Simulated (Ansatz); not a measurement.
## Run report: Ge, geometry relaxation (part 1 of 2)

- system: Ge (P4₃2₁2, 12 atoms in the cell)
- method: DFT PBEsol, scalar-relativistic, plane waves, PAW, no spin polarisation (Ansatz 0.2.0)

The structure derives from an entry of the Crystallography Open Database.

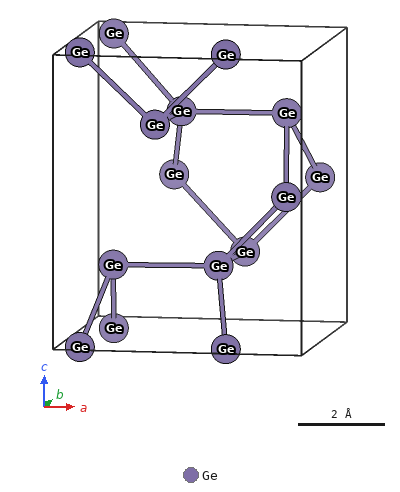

Fig. 1: The input geometry (ball-and-stick view of the cell of the calculation, seen slightly off an axis). An atom can appear more than once, as a periodic image. Near neighbours in the periodic cell (some may lie outside the picture): Ge has 4 Ge at 2.48 to 2.49 Å.

## Input
```yaml
crystal:
  lattice:
    - [5.93, 0.0, 0.0]
    - [0.0, 5.93, 0.0]
    - [0.0, 0.0, 6.98]
  atoms:
    - { symbol: Ge, position: [0.0912, 0.0912, 0.0] }
    - { symbol: Ge, position: [0.4088, 0.5912, 0.75] }
    - { symbol: Ge, position: [0.9088, 0.9088, 0.5] }
    - { symbol: Ge, position: [0.5912, 0.4088, 0.25] }
    - { symbol: Ge, position: [0.173, 0.3784, 0.2486] }
    - { symbol: Ge, position: [0.1216, 0.673, 0.9986] }
    - { symbol: Ge, position: [0.827, 0.6216, 0.7486] }
    - { symbol: Ge, position: [0.8784, 0.327, 0.4986] }
    - { symbol: Ge, position: [0.673, 0.1216, 0.0014] }
    - { symbol: Ge, position: [0.6216, 0.827, 0.2514] }
    - { symbol: Ge, position: [0.327, 0.8784, 0.5014] }
    - { symbol: Ge, position: [0.3784, 0.173, 0.7514] }
basis:
  ecutwfc: 420
kpoints:
  mp_grid: { grid: [6, 6, 4] }
hamiltonian:
  xc: pbesol
scf:
  occupations: { method: gaussian, width: 0.02 }
output:
  forces: true
  stress: true
  eigenvalues: true
  write_density: true
  write_potential: true
  elf: true
  volumetric_format: npy
relax:
  adjacent_minimum: "off"
  f_tol: 0.005
  max_steps: 80
  cell: { stress_tol: 0.05 }
```

Hardware: 2 threads of Arm Neoverse V2, 24 GiB of memory available, shared host.

Launch command:
```bash
ansatz run input.yaml --threads 2 --pin off --max-ram 5120MiB --backend cpu --events-out ev --progress --plain --runs-dir out
```

## Log
```
Engine: ansatz 0.2.0, aarch64-unknown-linux-gnu
Pseudopotentials: kind: paw
Pseudopotential: Ge, paw, valence charge 14, recommended cutoff 420 eV (normal), Ge.paw.azcp
Functional definition: PBEsol
  exchange = pbesol_x
  correlation = pbesol_c
Crystal: 12 atoms, lattice volume = 245.451 Å³
Basis set: ecut = 420 eV, 4783 PW (Γ), exchange–correlation on 80×80×96 points (8 copies of the dense FFT grid, shifted against one another)
Bands: 101, of which v1, the nominal top of the filled ones, is band 84 counted from 1 (83 counted from 0)
Symmetry: 8 space group operations
Space group: P43212 (ITA 96), of the structure as read, at distance tolerance 6.3e-5 Å
k-points: 30 of 144 (time reversal used)
Non-local potential: Ge, projectors of the file, l = 0: 2, l = 1: 2, l = 2: 3, l = 3: 1
PAW form: soft (Blöchl's): semilocal exchange-correlation on the pseudo side does not see the compensation charge
PAW frozen core: Ge, regenerated for the run's functional, and the local potential with it (the file was generated under x = pbe(κ = 0.804, μ = 0.2195149727645171), c = pbe(β = 0.06672455060314922))
PAW one-centre angular grid: Ge, 590 points (default); XC on 64 Gauss nodes
Initial density: superposition of atomic densities (neutral atoms: chi_scale 0, normalization atom), corrected by the library's trained network
Initial wavefunctions: pseudopotential atomic-orbital guess
Functional: x = pbesol(κ = 0.804, μ = 0.12345679012345678), c = pbesol(β = 0.046)
SCF iter   1: F=—  HF=-51040.589234 eV  |F-HF|=—  |Δ(HF+E_count)|=         —  Δρ=1.86e-3  dr2=7.00e-3  ethr=1.77e-3  ⟨swp⟩=6.0  Hψ=10772  notcnv=0  defer=4
preconditioner: auto → Resta (q_TF=auto, 2.561 Å⁻¹)  ε∞=2.9  [insulator: Δε(μ)=0.474 eV  Ē_g=22.319 eV  σ=0.020 eV  W_gap=1.00  n_scr=80 (ndim 8)  ℏωp=30.7 eV  f_vac=0.000  D(μ)=0.00/eV (n_scr^D=0)  ε∞_Penn≈2.9]
SCF iter   2: F=—  HF=-51040.579513 eV  |F-HF|=—  |Δ(HF+E_count)|=   9.72e-3  Δρ=9.93e-4  dr2=1.88e-3  ethr=4.17e-6  ⟨swp⟩=2.0  Hψ=6141  notcnv=0  defer=263
SCF iter   3: F=—  HF=-51040.579370 eV  |F-HF|=—  |Δ(HF+E_count)|=   1.43e-4  Δρ=2.42e-4  dr2=1.01e-4  ethr=1.12e-6  ⟨swp⟩=2.0  Hψ=5211  notcnv=0  defer=263
SCF iter   4: F=—  HF=-51040.579418 eV  |F-HF|=—  |Δ(HF+E_count)|=   4.83e-5  Δρ=1.75e-4  dr2=3.78e-5  ethr=6.04e-8  ⟨swp⟩=2.0  Hψ=5211  notcnv=0  defer=263
SCF iter   5: F=—  HF=-51040.579355 eV  |F-HF|=—  |Δ(HF+E_count)|=   6.34e-5  Δρ=3.59e-5  dr2=1.89e-6  ethr=2.25e-8  ⟨swp⟩=2.0  Hψ=5211  notcnv=0  defer=263
SCF iter   6: F=—  HF=-51040.579515 eV  |F-HF|=—  |Δ(HF+E_count)|=   1.60e-4  Δρ=9.85e-6  dr2=1.87e-7  ethr=1.13e-9  ⟨swp⟩=2.0  Hψ=5211  notcnv=0  defer=263
SCF iter   7: F=-51040.579515 eV  HF=-51040.579515 eV  |F-HF|=9.36e-9  |Δ(HF+E_count)|=   1.36e-7  Δρ=2.70e-6  dr2=1.14e-8  ethr=5.95e-11  ⟨swp⟩=11.2  Hψ=19527  notcnv=0
SCF 1 converged in 7 iterations: F = -51040.579515 eV  dr2 = 1.14e-8
  greatest PAW one-centre occupation: 0.998 electrons in one spin orbital (limit 2), on the Ge atom at site 2 (counted from 0), in its partial waves of l = 2
relax step   1: F+E_penalty+E_count = -51040.57951481 eV  Δ(F+E_penalty+E_count) = +0.000e0 eV  max|allowed force component| = 1.414e-1 eV/Å  Δτ_max = 0.0000 Å  P = +0.494 GPa  Ω = 245.451 Å³  (7 SCF iters, dr2 threshold 1.00e-7 eV, accepted)
Crystal: 12 atoms, lattice volume = 243.371 Å³
Basis set: ecut = 420 eV, 4739 PW (Γ), exchange–correlation on 80×80×96 points (8 copies of the dense FFT grid, shifted against one another)
Initial density: handed on by an earlier stage of this run
Initial wavefunctions: those handed on with the density
iter 1 solved again at ethr=1.60e-5 eV; its pass at ethr=3.10e-3 eV (dr2=2.68e-2 eV) is discarded
SCF iter   1: F=—  HF=-51040.638986 eV  |F-HF|=—  |Δ(HF+E_count)|=         —  Δρ=5.15e-3  dr2=2.67e-2  ethr=1.60e-5  ⟨swp⟩=3.1  Hψ=12013  notcnv=0
preconditioner: auto → Resta (q_TF=auto, 2.565 Å⁻¹)  ε∞=2.9  [insulator: Δε(μ)=0.464 eV  Ē_g=22.359 eV  σ=0.020 eV  W_gap=1.00  n_scr=80 (ndim 8)  ℏωp=30.9 eV  f_vac=0.000  D(μ)=0.00/eV (n_scr^D=0)  ε∞_Penn≈2.9]
SCF iter   2: F=—  HF=-51040.635862 eV  |F-HF|=—  |Δ(HF+E_count)|=   3.12e-3  Δρ=2.72e-3  dr2=7.54e-3  ethr=1.59e-5  ⟨swp⟩=2.0  Hψ=3521  notcnv=0
SCF iter   3: F=—  HF=-51040.634966 eV  |F-HF|=—  |Δ(HF+E_count)|=   8.97e-4  Δρ=1.44e-4  dr2=3.74e-5  ethr=4.49e-6  ⟨swp⟩=2.4  Hψ=3768  notcnv=0
SCF iter   4: F=—  HF=-51040.634919 eV  |F-HF|=—  |Δ(HF+E_count)|=   4.64e-5  Δρ=6.28e-5  dr2=7.43e-6  ethr=2.22e-8  ⟨swp⟩=2.0  Hψ=5550  notcnv=0
SCF iter   5: F=-51040.634912 eV  HF=-51040.634912 eV  |F-HF|=2.66e-7  |Δ(HF+E_count)|=   7.47e-6  Δρ=2.15e-5  dr2=5.33e-7  ethr=7.14e-10  ⟨swp⟩=7.4  Hψ=20881  notcnv=0
SCF 2 converged in 5 iterations: F = -51040.634912 eV  dr2 = 5.33e-7
  greatest PAW one-centre occupation: 0.998 electrons in one spin orbital (limit 2), on the Ge atom at site 4 (counted from 0), in its partial waves of l = 2
relax step   2: F+E_penalty+E_count = -51040.63491193 eV  Δ(F+E_penalty+E_count) = -5.540e-2 eV  max|allowed force component| = 4.367e-2 eV/Å  Δτ_max = 0.0850 Å  P = +0.327 GPa  Ω = 243.371 Å³  energy of the carried Pulay correction = +3.471e-4 eV  (5 SCF iters, dr2 threshold 1.20e-6 eV, accepted)
Crystal: 12 atoms, lattice volume = 245.194 Å³
Basis set: ecut = 420 eV, 4767 PW (Γ), exchange–correlation on 80×80×96 points (8 copies of the dense FFT grid, shifted against one another)
iter 1 solved again at ethr=6.49e-7 eV; its pass at ethr=3.10e-3 eV (dr2=1.09e-3 eV) is discarded
SCF iter   1: F=—  HF=-51040.638249 eV  |F-HF|=—  |Δ(HF+E_count)|=         —  Δρ=8.75e-4  dr2=1.12e-3  ethr=6.49e-7  ⟨swp⟩=2.2  Hψ=12545  notcnv=0
preconditioner: auto → Resta (q_TF=auto, 2.562 Å⁻¹)  ε∞=2.9  [insulator: Δε(μ)=0.446 eV  Ē_g=22.342 eV  σ=0.020 eV  W_gap=1.00  n_scr=80 (ndim 8)  ℏωp=30.7 eV  f_vac=0.000  D(μ)=0.00/eV (n_scr^D=0)  ε∞_Penn≈2.9]
SCF iter   2: F=—  HF=-51040.638102 eV  |F-HF|=—  |Δ(HF+E_count)|=   1.47e-4  Δρ=4.61e-4  dr2=2.63e-4  ethr=6.49e-7  ⟨swp⟩=1.2  Hψ=3041  notcnv=0
SCF iter   3: F=—  HF=-51040.638062 eV  |F-HF|=—  |Δ(HF+E_count)|=   4.04e-5  Δρ=6.63e-5  dr2=7.16e-6  ethr=1.56e-7  ⟨swp⟩=2.3  Hψ=5588  notcnv=0
SCF iter   4: F=—  HF=-51040.638058 eV  |F-HF|=—  |Δ(HF+E_count)|=   3.54e-6  Δρ=1.84e-5  dr2=8.58e-7  ethr=4.26e-9  ⟨swp⟩=2.0  Hψ=5550  notcnv=0
SCF iter   5: F=-51040.638058 eV  HF=-51040.638058 eV  |F-HF|=9.60e-9  |Δ(HF+E_count)|=   2.84e-7  Δρ=5.45e-6  dr2=5.86e-8  ethr=2.15e-10  ⟨swp⟩=9.2  Hψ=20453  notcnv=0
SCF 3 converged in 5 iterations: F = -51040.638058 eV  dr2 = 5.86e-8
  greatest PAW one-centre occupation: 0.998 electrons in one spin orbital (limit 2), on the Ge atom at site 8 (counted from 0), in its partial waves of l = 2
relax step   3: F+E_penalty+E_count = -51040.63805786 eV  Δ(F+E_penalty+E_count) = -3.146e-3 eV  max|allowed force component| = 7.316e-3 eV/Å  Δτ_max = 0.0114 Å  P = -0.104 GPa  Ω = 245.194 Å³  energy of the carried Pulay correction = +4.272e-5 eV  (5 SCF iters, dr2 threshold 3.61e-7 eV, accepted)
Crystal: 12 atoms, lattice volume = 244.773 Å³
Basis set: ecut = 420 eV, 4747 PW (Γ), exchange–correlation on 80×80×96 points (8 copies of the dense FFT grid, shifted against one another)
iter 1 solved again at ethr=1.68e-8 eV; its pass at ethr=3.10e-3 eV (dr2=2.83e-5 eV) is discarded
SCF iter   1: F=—  HF=-51040.638310 eV  |F-HF|=—  |Δ(HF+E_count)|=         —  Δρ=1.61e-4  dr2=2.90e-5  ethr=1.68e-8  ⟨swp⟩=2.1  Hψ=11552  notcnv=0
preconditioner: auto → Resta (q_TF=auto, 2.562 Å⁻¹)  ε∞=2.9  [insulator: Δε(μ)=0.452 eV  Ē_g=22.346 eV  σ=0.020 eV  W_gap=1.00  n_scr=80 (ndim 8)  ℏωp=30.8 eV  f_vac=0.000  D(μ)=0.00/eV (n_scr^D=0)  ε∞_Penn≈2.9]
SCF iter   2: F=—  HF=-51040.638303 eV  |F-HF|=—  |Δ(HF+E_count)|=   6.72e-6  Δρ=8.76e-5  dr2=9.02e-6  ethr=1.68e-8  ⟨swp⟩=1.0  Hψ=3030  notcnv=0
SCF iter   3: F=—  HF=-51040.638302 eV  |F-HF|=—  |Δ(HF+E_count)|=   9.32e-7  Δρ=6.04e-6  dr2=6.77e-8  ethr=5.37e-9  ⟨swp⟩=1.7  Hψ=3535  notcnv=0
SCF iter   4: F=-51040.638302 eV  HF=-51040.638302 eV  |F-HF|=8.97e-9  |Δ(HF+E_count)|=   3.14e-8  Δρ=2.87e-6  dr2=1.47e-8  ethr=1.80e-11  ⟨swp⟩=8.4  Hψ=17573  notcnv=0
SCF 4 converged in 4 iterations: F = -51040.638302 eV  dr2 = 1.47e-8
  greatest PAW one-centre occupation: 0.998 electrons in one spin orbital (limit 2), on the Ge atom at site 10 (counted from 0), in its partial waves of l = 2
relax step   4: F+E_penalty+E_count = -51040.63830233 eV  Δ(F+E_penalty+E_count) = -2.445e-4 eV  max|allowed force component| = 7.849e-4 eV/Å  Δτ_max = 0.0021 Å  P = -0.001 GPa  Ω = 244.773 Å³  energy of the carried Pulay correction = +1.129e-4 eV  (4 SCF iters, dr2 threshold 3.03e-8 eV, accepted)
Initial wavefunctions: pseudopotential atomic-orbital guess (no wavefunctions were taken with the density)
iter 1 solved again at ethr=1.63e-7 eV; its pass at ethr=3.10e-3 eV (dr2=2.73e-4 eV) is discarded
SCF iter   1: F=—  HF=-51040.638218 eV  |F-HF|=—  |Δ(HF+E_count)|=         —  Δρ=3.34e-6  dr2=1.69e-8  ethr=1.63e-7  ⟨swp⟩=3.0  Hψ=17396  notcnv=0
eigensolver tolerance schedule: the retry pair's looser diagonalisation over-reported the residual by 16170.95 of it (diagonalisation noise at 5.63 of the residual, at the tolerance the schedule requests for it); recorded, not acted on — ethr = c·dr2/N_el stays at c = 1.0e-1
SCF iter   2: F=—  HF=-51040.638206 eV  |F-HF|=—  |Δ(HF+E_count)|=   1.24e-5  Δρ=1.70e-6  dr2=3.83e-9  ethr=1.01e-11  ⟨swp⟩=2.2  Hψ=5562  notcnv=0
SCF iter   3: F=—  HF=-51040.638206 eV  |F-HF|=—  |Δ(HF+E_count)|=   2.02e-9  Δρ=8.04e-7  dr2=9.95e-10  ethr=2.28e-12  ⟨swp⟩=2.0  Hψ=5493  notcnv=0
SCF iter   4: F=-51040.638206 eV  HF=-51040.638206 eV  |F-HF|=2.91e-11  |Δ(HF+E_count)|=  2.11e-10  Δρ=2.17e-7  dr2=1.04e-10  ethr=1.00e-12  ⟨swp⟩=4.0  Hψ=14718  notcnv=0
SCF 5 converged in 4 iterations: F = -51040.638206 eV  dr2 = 1.04e-10
  greatest PAW one-centre occupation: 0.998 electrons in one spin orbital (limit 2), on the Ge atom at site 9 (counted from 0), in its partial waves of l = 2
relax step   5: F+E_penalty+E_count = -51040.63820605 eV  Δ(F+E_penalty+E_count) = +9.628e-5 eV  max|allowed force component| = 7.841e-4 eV/Å  Δτ_max = 0.0000 Å  P = -0.001 GPa  Ω = 244.773 Å³  stress off target by 1.62e-2 GPa  SCF on the basis re-selected at this cell (its energy is not comparable with the rows above)  (4 SCF iters)
```

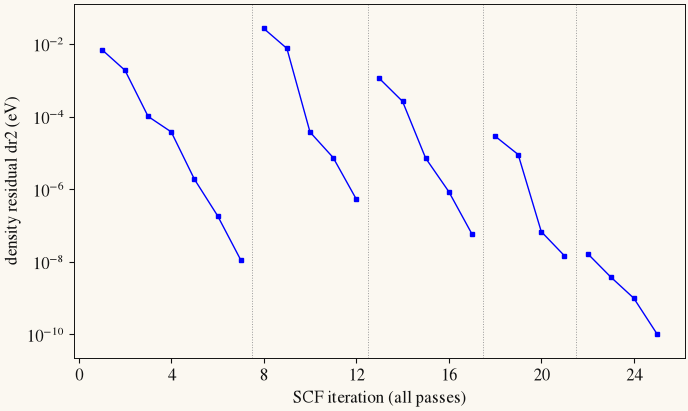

Fig. 2: Convergence of the self-consistent field: density residual dr2 against the SCF iteration. The dotted lines part the SCF passes of the relaxation: geometry steps, rejected trials and re-solves on a re-selected basis. The 5 passes take 4 to 7 iterations each, 25 in all.

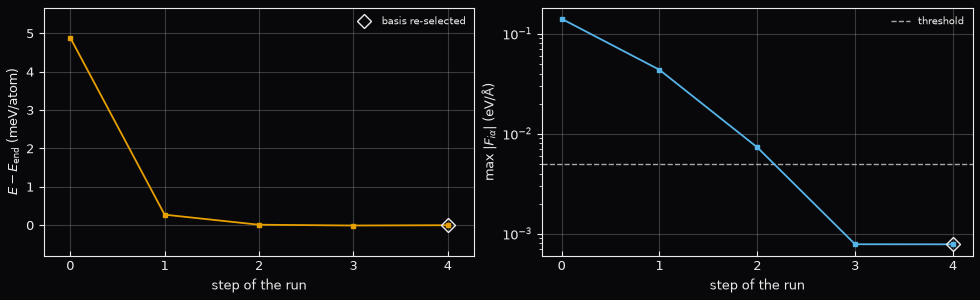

Fig. 3: Progress of the relaxation, step by step (the first geometry is step 0 here and step 1 in the log).

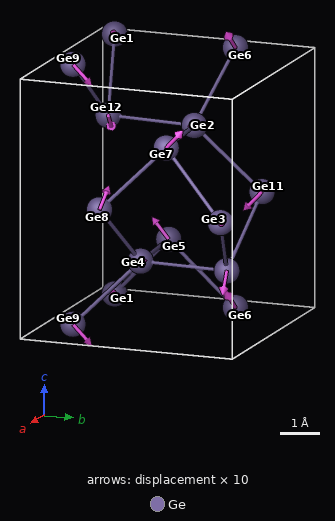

Fig. 4: The starting structure with the displacements as pink arrows, magnified 10 times (ball-and-stick view of the cell of the calculation, seen slightly off an axis). The energy falls by 4.9 meV per atom in 3 geometry steps. Largest force component: 0.14 eV/Å at the start, 0.00078 eV/Å at the end. Pressure: 0.49 GPa at the start and 0.00 GPa at the end. The largest moves relative to the cell, 0.077 Å, are those of 8 atoms (Ge5, Ge6, Ge7, Ge8 and others). Cell: a = b 5.930 → 5.924 Å (−0.1 %), c 6.980 → 6.975 Å (−0.1 %). Volume −0.3 %. Distances before and after: Ge10–Ge11 2.488 → 2.511 Å, Ge1–Ge12 2.479 → 2.493 Å. Among the angles that change: Ge2–Ge12–Ge9 94.2° → 90.7°, Ge5–Ge1–Ge6 132.4° → 129.1°, Ge6–Ge1–Ge9 98.3° → 101.4°. The space group stays P4_32_12 (No. 96). A last SCF at the same geometry on a re-selected plane-wave basis shifts the energy by +0.0 meV per atom. (Atoms are counted from 1 in the order of the input.)

```
basis re-selected at this cell: Δ(F+E_penalty+E_count) = +9.628e-5 eV, ΔP = +0.000 GPa vs the last step (what re-selecting the basis moved, of the pressure what is left beyond the Pulay correction that the steps carried, after the strain that the cell walked since its last selection, with what the two solves' SCF thresholds leave and, on support functions, any second-order correction that the steps lacked; it is no measure of the basis error at this ecutwfc). This SCF's stress stands 1.62e-2 GPa from its target on what of the cell is left free (relax.cell.stress_tol is 5.00e-2 GPa) and its largest allowed force component is 7.84e-4 eV/Å (relax.f_tol is 5.00e-3 eV/Å): within both
SCF converged after 4 iterations
Free energy (F): -51040.638206 eV
Harris-Foulkes:  -51040.638206 eV  (|F-HF|=2.91e-11)
Internal energy: -51040.638206 eV  (E = F + TS)
E sigma→0 (E₀):  -51040.638206 eV
Fermi energy:    9.441181 eV
--- Per-component energies (eV) ---
  E_band       = -1592.657599
  E_kinetic    = 1336.449990
  E_local      = -27725.924459  (includes V_loc(G=0)·N_el)
  E_nonlocal   = 5033.244992
  E_hartree    = 12142.268452
  E_xc         = -900.681964
  E_vxc        = -777.925399  (∫ρ·V_xc dr)
  E_paw        = -23740.566032  (= ΣΔE_a)
  E_vpaw       = -3743.043112  (= ΣTr[D̂ρ^β])
  E_aug_tail   = 0.003762  (compensation charges beyond the density's cutoff)
  E_ewald      = -17196.448182
  E_core_change = 11.015235  (= ΣΔE_core)
  E_smearing   = -0.000000  (= −TS)
  E_closure    = -0.000000  (closes the sum)
  Σ components = -51040.638206   (vs F -51040.638206, Δ=0.00e0)
--- Forces (eV/Å), atoms counted from 1 ---
  atom   1  Ge     0.00039178     0.00039178     0.00000000
  atom   2  Ge    -0.00039178     0.00039178    -0.00000000
  atom   3  Ge    -0.00039178    -0.00039178    -0.00000000
  atom   4  Ge     0.00039178    -0.00039178     0.00000000
  atom   5  Ge     0.00028625    -0.00078413    -0.00016149
  atom   6  Ge     0.00078413     0.00028625    -0.00016149
  atom   7  Ge    -0.00028625     0.00078413    -0.00016149
  atom   8  Ge    -0.00078413    -0.00028625    -0.00016149
  atom   9  Ge     0.00028625     0.00078413     0.00016149
  atom  10  Ge     0.00078413    -0.00028625     0.00016149
  atom  11  Ge    -0.00028625    -0.00078413     0.00016149
  atom  12  Ge    -0.00078413     0.00028625     0.00016149
  max |Σ_I F_I| component: 1.47e-16 eV/Å
--- Stress (GPa, compression-positive) ---
        0.007045       0.000000      -0.000000
        0.000000       0.007045       0.000000
       -0.000000       0.000000      -0.016166
  P = ⅓ Tr σ = -0.0007 GPa (-0.007 kbar)
--- Band table (eV; the first three rows and the last of 30) ---
```
